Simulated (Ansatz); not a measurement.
## Si: a changed input and its effect

System: Si (4 atoms in the cell).
Method of the first run: DFT PBE, scalar-relativistic, plane waves, PAW, no spin polarisation (Ansatz 0.2.0).

The structure derives from a Materials Project entry. Text and figures count atoms from 1; the logs count them from 0 in places.

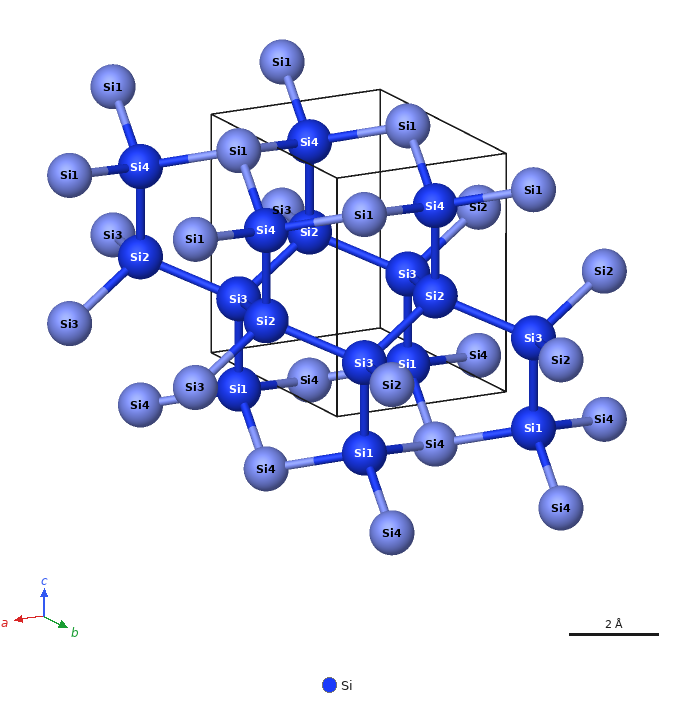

**Figure 1.** The input geometry (ball-and-stick view of the cell of the calculation, repeated 2 × 2 × 1, seen at an oblique angle; neighbours outside the cell are drawn fainter; atoms are numbered from 1 in the order of the input). Near neighbours in the crystal (not all of them lie inside the picture): Si has 4 Si at 2.39 to 2.41 Å.

## Input, the first run
```yaml
crystal:
  lattice:
    - [3.9668190449, 0.0, 0.0]
    - [-1.9834095225, 3.4353660651, 0.0]
    - [0.0, 0.0, 6.3108372146]
  atoms:
    - { symbol: Si, position: [0.3333333333, 0.6666666667, 0.0606629648] }
    - { symbol: Si, position: [0.6666666667, 0.3333333333, 0.5606629648] }
    - { symbol: Si, position: [0.3333333333, 0.6666666667, 0.4393370352] }
    - { symbol: Si, position: [0.6666666667, 0.3333333333, 0.9393370352] }
basis:
  ecutwfc: 420
kpoints:
  mp_grid: { grid: [12, 12, 6] }
  band_path: { path: [VBM, CBM], npoints: 2 }
hamiltonian:
  xc: pbe
scf:
  occupations: { method: gaussian, width: 0.02 }
output:
  forces: true
  stress: true
  eigenvalues: true
checkpoint:
  read: start.run
  write: ck
  compress: false
  write_wavefunctions: false
  write_every: 100000
```

Launched with:
```bash
ansatz run input.yaml --threads 1 --pin off --max-ram 2560MiB --backend cpu --events-out ev --progress --plain --runs-dir out
```

Hardware: 1 thread of Intel Xeon @ 2.50GHz (Skylake/Cascade Lake), 64 GiB of memory available, shared host.

## Output, shortened to warnings, some set-up lines, iterations and results (the first run)
```
Basis set: ecut = 420 eV, 1713 PW (Γ), exchange–correlation on 54×54×90 points (8 copies of the dense FFT grid, shifted against one another)
Symmetry: 24 space group operations
k-points: 76 of 864
Initial density: read from a saved state, or passed on in memory by an earlier SCF of this step, an earlier step, the calling program or the single point that the run made first
[...]
SCF iter   1: F=—  HF=-2543.101480 eV  |F-HF|=—  |Δ(HF+E_count)|=         —  Δρ=1.66e-7  dr2=2.47e-11  ethr=5.95e-8  ⟨swp⟩=3.0  Hψ=9522  notcnv=0
SCF iter   2: F=-2543.101480 eV  HF=-2543.101480 eV  |F-HF|=3.64e-12  |Δ(HF+E_count)|=   1.31e-8  Δρ=9.57e-8  dr2=8.61e-12  ethr=1.00e-12  ⟨swp⟩=5.7  Hψ=4078  notcnv=0
SCF 1 converged in 2 iterations: F = -2543.101480 eV  dr2 = 8.61e-12
NSCF: frozen V_eff on 28 k-points
NSCF: frozen V_eff on 28 k-points
NSCF: frozen V_eff on 28 k-points
NSCF: frozen V_eff on 12 k-points
NSCF: frozen V_eff on 8 k-points
NSCF: frozen V_eff on 8 k-points
NSCF: frozen V_eff on 8 k-points
NSCF: frozen V_eff on 8 k-points
NSCF: frozen V_eff on 5 k-points
NSCF: frozen V_eff on 3 k-points
SCF converged after 2 iterations
Free energy (F): -2543.101480 eV
Harris-Foulkes:  -2543.101480 eV  (|F-HF|=3.64e-12)
Internal energy: -2543.101480 eV  (E = F + TS)
E sigma→0 (E₀):  -2543.101480 eV
Fermi energy:    5.878946 eV
--- Per-component energies (eV) ---
  E_band       = 10.316376
  E_kinetic    = 157.244015
  E_local      = -119.958360  (includes V_loc(G=0)·N_el)
  E_nonlocal   = 102.303556
  E_hartree    = 32.380168
  E_xc         = -218.861279
  E_vxc        = -184.492804  (∫ρ·V_xc dr)
  E_paw        = -2050.685377  (= ΣΔE_a)
  E_vpaw       = -9.540365  (= ΣTr[D̂ρ^β])
  E_aug_tail   = 0.000025  (compensation charges beyond the density's cutoff)
  E_ewald      = -445.524227
  E_smearing   = -0.000000  (= −TS)
  E_closure    = -0.000000  (closes the sum)
  Σ components = -2543.101480   (vs F -2543.101480, Δ=0.00e0)
--- Forces (eV/Å), atoms counted from 1 ---
  atom   1  Si    -0.00000000    -0.00000000     0.00005804
  atom   2  Si     0.00000000     0.00000000     0.00005804
  atom   3  Si    -0.00000000    -0.00000000    -0.00005804
  atom   4  Si    -0.00000000     0.00000000    -0.00005804
  max |Σ_I F_I| component: 6.48e-17 eV/Å
--- Stress (GPa, compression-positive) ---
       -5.880926      -0.000000       0.000000
        0.000000      -5.880926       0.000000
        0.000000       0.000000       0.005233
  P = ⅓ Tr σ = -3.9189 GPa (-39.189 kbar)
```

The input of the second run differs as follows (lines with − go, lines with + come):
```diff
-  band_path: { path: [VBM, CBM], npoints: 2 }
-  xc: pbe
+  xc: rpbe
+  mixing: { algorithm: broyden, beta: 0.3 }
-checkpoint:
-  read: start.run
-  write: ck
-  compress: false
-  write_wavefunctions: false
-  write_every: 100000
```

What does this change do to the results?

The total energies belong to different methods, so their difference says nothing on which is more stable or more accurate. The gap on the mesh goes from 0.42 to 0.49 eV. The pressure goes from −3.92 to −2.51 GPa. The functional changes from PBE to RPBE. Along LDA, PBEsol, PBE and RPBE the binding weakens and the preferred volume grows, so the same cell is under more pressure with the later ones.

## Output, shortened to warnings, some set-up lines, iterations and results (the second run)
```
Basis set: ecut = 420 eV, 1713 PW (Γ), exchange–correlation on 54×54×90 points (8 copies of the dense FFT grid, shifted against one another)
Symmetry: 24 space group operations
k-points: 76 of 864
Initial density: superposition of atomic densities (neutral atoms: chi_scale 0, normalization atom), corrected by the library's trained network
[...]
SCF iter   1: F=—  HF=-2555.507914 eV  |F-HF|=—  |Δ(HF+E_count)|=         —  Δρ=1.82e-3  dr2=2.68e-3  ethr=1.77e-3  ⟨swp⟩=6.5  Hψ=6745  notcnv=0
SCF iter   2: F=—  HF=-2555.508222 eV  |F-HF|=—  |Δ(HF+E_count)|=   3.09e-4  Δρ=1.17e-3  dr2=9.78e-4  ethr=1.67e-5  ⟨swp⟩=2.2  Hψ=2217  notcnv=0  κ⁻¹=1.0e0(r=1)
SCF iter   3: F=—  HF=-2555.508448 eV  |F-HF|=—  |Δ(HF+E_count)|=   2.26e-4  Δρ=3.02e-4  dr2=5.53e-5  ethr=6.11e-6  ⟨swp⟩=2.3  Hψ=1753  notcnv=0  κ⁻¹=7.4e-3(r=2)
SCF iter   4: F=—  HF=-2555.508554 eV  |F-HF|=—  |Δ(HF+E_count)|=   1.06e-4  Δρ=9.01e-5  dr2=1.03e-5  ethr=3.45e-7  ⟨swp⟩=2.2  Hψ=1473  notcnv=0  κ⁻¹=2.0e-3(r=3)
SCF iter   5: F=—  HF=-2555.508571 eV  |F-HF|=—  |Δ(HF+E_count)|=   1.70e-5  Δρ=2.45e-5  dr2=7.78e-7  ethr=6.46e-8  ⟨swp⟩=2.0  Hψ=1512  notcnv=0  κ⁻¹=1.1e-4(r=4)
SCF iter   6: F=-2555.508572 eV  HF=-2555.508572 eV  |F-HF|=4.67e-8  |Δ(HF+E_count)|=   1.57e-6  Δρ=6.99e-6  dr2=3.71e-8  ethr=6.25e-10  ⟨swp⟩=3.9  Hψ=5115  notcnv=0
SCF 1 converged in 6 iterations: F = -2555.508572 eV  dr2 = 3.71e-8
SCF converged after 6 iterations
Stability not checked: this state was not tested for a lower state beside it, because the mixer in use, unlike msr1, does not test its closes by its own steps (another_mixer; see scf.mixing.algorithm and scf.lower_state_search)
Free energy (F): -2555.508572 eV
Harris-Foulkes:  -2555.508572 eV  (|F-HF|=4.67e-8)
Internal energy: -2555.508572 eV  (E = F + TS)
E sigma→0 (E₀):  -2555.508572 eV
Fermi energy:    5.995864 eV
--- Per-component energies (eV) ---
  E_band       = 11.794060
  E_kinetic    = 157.233798
  E_local      = -117.902189  (includes V_loc(G=0)·N_el)
  E_nonlocal   = 100.046311
  E_hartree    = 32.424822
  E_xc         = -219.234461
  E_vxc        = -184.008895  (∫ρ·V_xc dr)
  E_paw        = -2062.456719  (= ΣΔE_a)
  E_vpaw       = -8.425495  (= ΣTr[D̂ρ^β])
  E_aug_tail   = 0.000026  (compensation charges beyond the density's cutoff)
  E_ewald      = -445.524227
  E_core_change = -0.095933  (= ΣΔE_core)
  E_smearing   = -0.000000  (= −TS)
  E_closure    = -0.000000  (closes the sum)
  Σ components = -2555.508572   (vs F -2555.508572, Δ=0.00e0)
--- Forces (eV/Å), atoms counted from 1 ---
  atom   1  Si    -0.00000000    -0.00000000    -0.00570323
  atom   2  Si     0.00000000     0.00000000    -0.00570323
  atom   3  Si    -0.00000000    -0.00000000     0.00570323
  atom   4  Si     0.00000000     0.00000000     0.00570323
  max |Σ_I F_I| component: 7.86e-17 eV/Å
--- Stress (GPa, compression-positive) ---
       -4.482490       0.000000       0.000000
        0.000000      -4.482490       0.000000
        0.000000       0.000000       1.429339
  P = ⅓ Tr σ = -2.5119 GPa (-25.119 kbar)
```

## The two runs side by side

```tsv
quantity	the first run	the second run
outcome	converged	converged
free energy per atom (eV)	−635.7754	−638.8771
gap on the mesh (eV)	0.42	0.49
pressure (GPa)	−3.92	−2.51
largest force (eV/Å)	0.000	0.006
irreducible k-points	76	76
plane waves at Γ	1713	1713
wall time (shared host)	6.5 s	4.6 s
```
